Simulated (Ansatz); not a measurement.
**Two runs on Al**

System: Al (C2/m, 1 atom in the cell).
Method of run A: DFT LDA+D3(BJ), scalar-relativistic, plane waves, PAW, PAW set soft_1, no spin polarisation (Ansatz 0.2.0).

The structure derives from an entry of the Crystallography Open Database. Text and figures count atoms from 1; the logs count them from 0 in places.

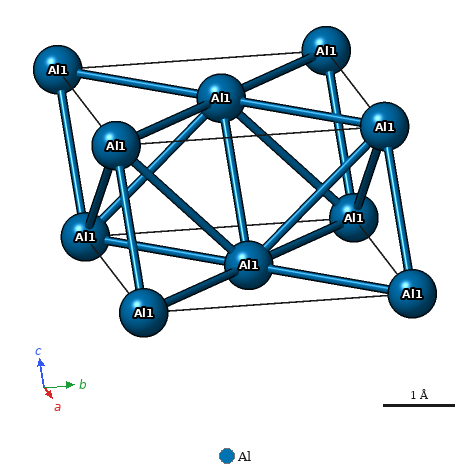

The structure as given in the input (ball-and-stick view of the cell 2 times as large as that of the calculation, set on its symmetry axes, seen slightly off an axis; atoms are numbered from 1 in the order of the input). Near neighbours in the crystal (not all of them lie inside the picture): Al has 12 Al at 2.62 to 2.78 Å.

**Input, run A**
```yaml
crystal:
  lattice:
    - [-0.0458234072, 1.962458552, 1.8250864534]
    - [1.9166351448, 0.0, 1.7792630462]
    - [1.962458552, 1.962458552, -0.0458234072]
  atoms:
    - { symbol: Al, position: [0.0, 0.0, 0.0] }
basis:
  ecutwfc: 420
kpoints:
  mp_grid: { grid: [20, 20, 20] }
hamiltonian:
  xc: lda
  pseudopotentials: { kind: paw, azcp: { folder: soft_1 } }
  dispersion: d3bj
scf:
  occupations: { method: gaussian, width: 0.15 }
output:
  forces: true
  stress: true
  eigenvalues: true
```

Command:
```bash
ansatz run input.yaml --threads 1 --pin off --max-ram 2048MiB --backend cpu --events-out ev --progress --plain --runs-dir out
```

Hardware: 1 thread of Arm Neoverse N1, 98 GiB of memory available, shared host.

**Output, shortened to warnings, some set-up lines, iterations and results (run A)**
```
Warning: [file] the record states the generating functional pbe (its physics header spells it `PBE`), which answers neither for hamiltonian.xc's functional nor for the lda family's — results may be inconsistent (PPs are generated against a specific XC)
Warning: the engine holds no damping parameters fitted to this dispersion correction and functional, so the run takes those fitted to pbe (hamiltonian.dispersion, under Limitations)
Basis set: ecut = 420 eV, 279 PW (Γ)
Symmetry: 4 space group operations
k-points: 2112 of 8000
Initial density: superposition of atomic densities (chi_scale 0.1, normalization cell)
[...]
SCF iter   1: F=—  HF=-513.267322 eV  |F-HF|=—  |Δ(HF+E_count)|=         —  Δρ=2.45e-2  dr2=7.93e-2  ethr=3.10e-3  ⟨swp⟩=4.5  Hψ=109752  notcnv=0
SCF iter   2: F=—  HF=-513.209541 eV  |F-HF|=—  |Δ(HF+E_count)|=   5.78e-2  Δρ=1.18e-2  dr2=1.84e-2  ethr=2.64e-3  ⟨swp⟩=1.0  Hψ=29578  notcnv=0  defer=2
SCF iter   3: F=—  HF=-513.192382 eV  |F-HF|=—  |Δ(HF+E_count)|=   1.72e-2  Δρ=1.80e-4  dr2=3.46e-6  ethr=6.12e-4  ⟨swp⟩=1.0  Hψ=11789  notcnv=0  defer=6
SCF iter   4: F=—  HF=-513.192380 eV  |F-HF|=—  |Δ(HF+E_count)|=   1.62e-6  Δρ=1.44e-5  dr2=1.60e-8  ethr=3.33e-9  ⟨swp⟩=6.7  Hψ=72688  notcnv=0
SCF iter   5: F=-513.192380 eV  HF=-513.192380 eV  |F-HF|=5.57e-12  |Δ(HF+E_count)|=   6.21e-9  Δρ=5.81e-7  dr2=2.49e-11  ethr=5.34e-10  ⟨swp⟩=1.8  Hψ=33115  notcnv=0
SCF 1 converged in 5 iterations: F = -513.192380 eV  dr2 = 2.49e-11
SCF converged after 5 iterations
Free energy (F): -513.192380 eV
Harris-Foulkes:  -513.192380 eV  (|F-HF|=5.57e-12)
Internal energy: -513.188540 eV  (E = F + TS)
E sigma→0 (E₀):  -513.190460 eV
Entropy (-TS):   -0.003840 eV (-3.840 meV/atom)
Fermi energy:    9.471340 eV
--- Per-component energies (eV) ---
  E_band       = 13.872140
  E_kinetic    = 25.136506
  E_local      = 12.329891  (includes V_loc(G=0)·N_el)
  E_nonlocal   = 11.177750
  E_hartree    = 0.136953
  E_xc         = -38.569999
  E_vxc        = -30.949840  (∫ρ·V_xc dr)
  E_paw        = -445.519471  (= ΣΔE_a)
  E_vpaw       = -4.096069  (= ΣTr[D̂ρ^β])
  E_aug_tail   = -0.000004  (compensation charges beyond the density's cutoff)
  E_ewald      = -77.538158
  E_disp       = -0.397725  (pairwise vdW)
  E_core_change = 0.055717  (= ΣΔE_core)
  E_smearing   = -0.003840  (= −TS)
  E_closure    = -0.000000  (closes the sum)
  Σ components = -513.192380   (vs F -513.192380, Δ=0.00e0)
--- Forces (eV/Å), atoms counted from 1 ---
  atom   1  Al     0.00000000     0.00000000     0.00000000
  max |Σ_I F_I| component: 0.00e0 eV/Å
--- Stress (GPa, compression-positive) ---
        7.122540      -0.000000       3.709870
       -0.000000       6.263872       0.000000
        3.709870       0.000000      13.316826
  P = ⅓ Tr σ = 8.9011 GPa (89.011 kbar)
```

For run B the input was changed thus:
```diff
-    - [-0.0458234072, 1.962458552, 1.8250864534]
-    - [1.9166351448, 0.0, 1.7792630462]
+    - [-0.0458234072, 1.962458552, 2.0541053664]
+    - [1.9166351448, 0.0, 2.0082819592]
```

Predict how the results change.

With the same functional and potentials, run B lies 32.4 meV per atom lower. The pressure goes from 8.90 to −3.48 GPa. The volume per atom goes from 14.05 to 15.81 Å³. The number of SCF iterations is the same. The plane waves at Γ go from 279 to 311.

**Output, shortened to warnings, some set-up lines, iterations and results (run B)**
```
Warning: [file] the record states the generating functional pbe (its physics header spells it `PBE`), which answers neither for hamiltonian.xc's functional nor for the lda family's — results may be inconsistent (PPs are generated against a specific XC)
Warning: the engine holds no damping parameters fitted to this dispersion correction and functional, so the run takes those fitted to pbe (hamiltonian.dispersion, under Limitations)
Basis set: ecut = 420 eV, 311 PW (Γ)
Symmetry: 4 space group operations
k-points: 2112 of 8000
Initial density: superposition of atomic densities (chi_scale 0.1, normalization cell)
[...]
SCF iter   1: F=—  HF=-513.280272 eV  |F-HF|=—  |Δ(HF+E_count)|=         —  Δρ=2.14e-2  dr2=7.40e-2  ethr=3.10e-3  ⟨swp⟩=4.4  Hψ=107556  notcnv=0
SCF iter   2: F=—  HF=-513.237412 eV  |F-HF|=—  |Δ(HF+E_count)|=   4.29e-2  Δρ=1.02e-2  dr2=1.67e-2  ethr=2.47e-3  ⟨swp⟩=1.0  Hψ=29568  notcnv=0
SCF iter   3: F=—  HF=-513.224730 eV  |F-HF|=—  |Δ(HF+E_count)|=   1.27e-2  Δρ=1.71e-4  dr2=4.06e-6  ethr=5.55e-4  ⟨swp⟩=1.0  Hψ=11789  notcnv=0
SCF iter   4: F=—  HF=-513.224730 eV  |F-HF|=—  |Δ(HF+E_count)|=   1.90e-7  Δρ=1.33e-5  dr2=1.54e-8  ethr=3.33e-9  ⟨swp⟩=7.1  Hψ=74371  notcnv=0
SCF iter   5: F=-513.224730 eV  HF=-513.224730 eV  |F-HF|=2.79e-11  |Δ(HF+E_count)|=   1.22e-8  Δρ=7.78e-7  dr2=8.07e-11  ethr=5.12e-10  ⟨swp⟩=1.1  Hψ=33264  notcnv=0
SCF 1 converged in 5 iterations: F = -513.224730 eV  dr2 = 8.07e-11
SCF converged after 5 iterations
Free energy (F): -513.224730 eV
Harris-Foulkes:  -513.224730 eV  (|F-HF|=2.79e-11)
Internal energy: -513.220513 eV  (E = F + TS)
E sigma→0 (E₀):  -513.222621 eV
Entropy (-TS):   -0.004217 eV (-4.217 meV/atom)
Fermi energy:    8.178423 eV
--- Per-component energies (eV) ---
  E_band       = 10.946255
  E_kinetic    = 23.214953
  E_local      = 10.510061  (includes V_loc(G=0)·N_el)
  E_nonlocal   = 10.754603
  E_hartree    = 0.107040
  E_xc         = -37.697643
  E_vxc        = -29.867802  (∫ρ·V_xc dr)
  E_paw        = -445.267857  (= ΣΔE_a)
  E_vpaw       = -3.879637  (= ΣTr[D̂ρ^β])
  E_aug_tail   = -0.000004  (compensation charges beyond the density's cutoff)
  E_ewald      = -74.545741
  E_disp       = -0.351640  (pairwise vdW)
  E_core_change = 0.055717  (= ΣΔE_core)
  E_smearing   = -0.004217  (= −TS)
  E_closure    = -0.000000  (closes the sum)
  Σ components = -513.224730   (vs F -513.224730, Δ=0.00e0)
--- Forces (eV/Å), atoms counted from 1 ---
  atom   1  Al     0.00000000     0.00000000     0.00000000
  max |Σ_I F_I| component: 0.00e0 eV/Å
--- Stress (GPa, compression-positive) ---
       -2.288449       0.000000       1.436435
        0.000000      -2.909246       0.000000
        1.436435       0.000000      -5.230249
  P = ⅓ Tr σ = -3.4760 GPa (-34.760 kbar)
```

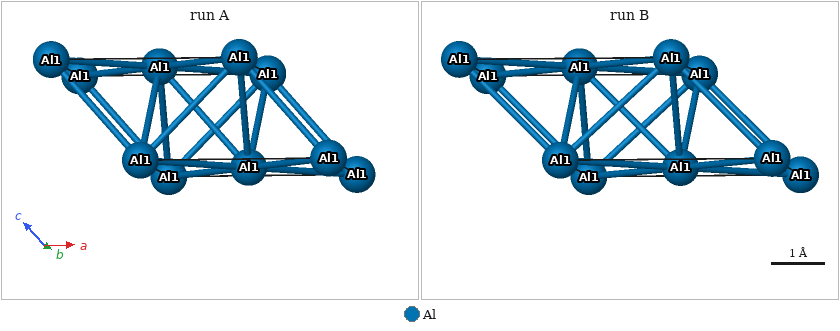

The two input geometries at one scale (ball-and-stick view of the cell 2 times as large as that of the calculation, set on its symmetry axes, seen at an oblique angle). The atoms keep their places relative to the cell (all moves are under 0.005 Å). The volume changes by +12.6 %, with a 3.651 → 4.109 Å (+12.5 %), b stays at 3.925 Å, c 2.615 → 2.776 Å (+6.2 %), β 131.4° → 135.1°. Among the contacts that change: Al1–Al1 2.745 → 2.906 Å.

**The two runs side by side**

| quantity | run A | run B |
| --- | --- | --- |
| outcome | converged | converged |
| free energy per atom (eV) | −513.1924 | −513.2247 |
| energy per atom, smearing taken to zero (eV) | −513.1905 | −513.2226 |
| gap on the mesh (eV) | 0.00 | 0.00 |
| pressure (GPa) | 8.90 | −3.48 |
| volume per atom (Å³) | 14.05 | 15.81 |
| largest force (eV/Å) | 0.000 | 0.000 |
| SCF iterations | 5 | 5 |
| irreducible k-points | 2112 | 2112 |
| plane waves at Γ | 279 | 311 |
| wall time (shared host) | 22 s | 23 s |

For both runs: Warnings: the PAW datasets were made with another functional; the dispersion correction has no parameters fitted for this combination and takes those fitted for PBE.
